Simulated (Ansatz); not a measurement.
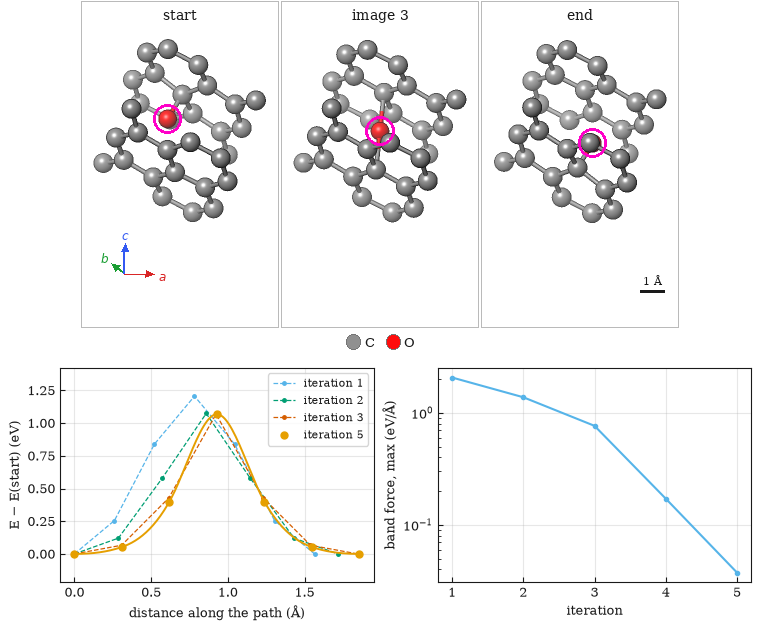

A search for the minimum-energy path of a defect cell of composition C$_{32}$O (33 atoms in the cell) by the nudged elastic band. Images are numbered from 0 (start) to 6 (end). The plot follows the band through its iterations. The picture is a ball-and-stick view of the atoms within 3.7 Å of the middle of the path, seen slightly off an axis. The moving atom is ringed, with any periodic copies. Bonds to atoms that aren't drawn are left out.

Level of theory: DFT PBE+D3(BJ), scalar-relativistic, plane waves, PAW (Ansatz 0.2.0). Settings: plane-wave cutoff 420 eV; k-point mesh 2 × 2 × 2; Gaussian smearing 0.02 eV; 5 movable images; climbing image.

How did the profile develop, and is the result final?

Answer. The run is converged, with reservations. The band converged in 5 iterations. The largest component of the band force went from 2.1 to 0.037 eV/Å. The climbing image converged on the top of the path. Its curvatures weren't checked. The first iteration put the highest image at 1.21 eV. The barrier is about 1.07 eV in both directions, with image 3 at the top; the ends have the same energy.

Limits of the set-up: the periodic images lie only 6.6 Å apart, so the values are limited by the cell's size.
